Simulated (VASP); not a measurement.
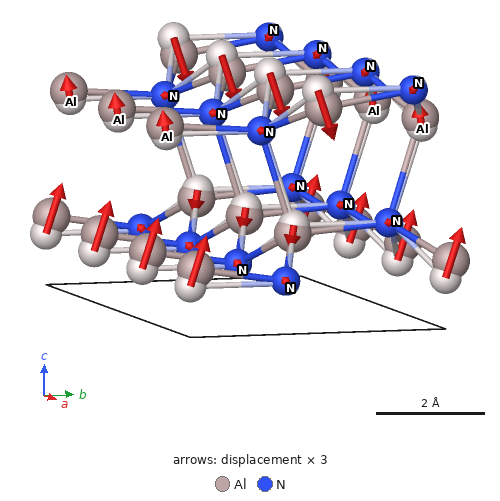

A relaxation of a slab of composition AlN. The starting structure is drawn faded, the final one solid; red arrows show the displacements, 3 times their true length.

Style: ball-and-stick. Shown: the 3 × 1 repeat of the cell, outlined in the plane, without the vacuum, slightly off an axis.

The run lets the atoms move in a fixed cell.

All numbers below come from VASP, Kohn-Sham DFT of a periodic cell, PBEsol, VASP PAW PBE potentials, recommended.

The input:
```
SYSTEM = AlN
ALGO = Normal
DIPOL = 0.5 0.5 0.500
EDIFF = 1E-6
EDIFFG = -0.015
ENCUT = 520
GGA = PS
IBRION = 2
IDIPOL = 3
ISIF = 2
ISMEAR = 0
KPAR = 8
LASPH = .TRUE.
LCHARG = .FALSE.
LDIPOL = .TRUE.
LREAL = .FALSE.
LWAVE = .FALSE.
NELM = 60
NSW = 100
PREC = Accurate
SIGMA = 0.05
```

Launched with:
```bash
cat potpaw_PBE.64/Al/POTCAR potpaw_PBE.64/N/POTCAR > POTCAR
mpirun -np 8 vasp_std > vasp.out
```

Q: What did the optimiser do to the structure, and how much energy did it gain?

A: The energy falls by 1.146 eV per cell of the calculation in 20 geometry steps. Largest force component: 2.1 eV/Å at the start, 0.012 eV/Å at the end. The largest moves relative to the layer's centre, 0.33 Å, are those of Al atoms. Largest moves by element: Al 0.33 Å, N 0.05 Å. The cell doesn't change. Some distances before and after: Al–N 1.894 → 2.053 Å, Al–N 1.893 → 1.774 Å, Al–N 1.894 → 1.813 Å, Al–N 1.893 → 1.879 Å. Among the angles between lasting bonds that change: Al–N–Al 110.5° → 100.3°, N–Al–N 108.4° → 117.1°, N–Al–N 110.5° → 118.3°.
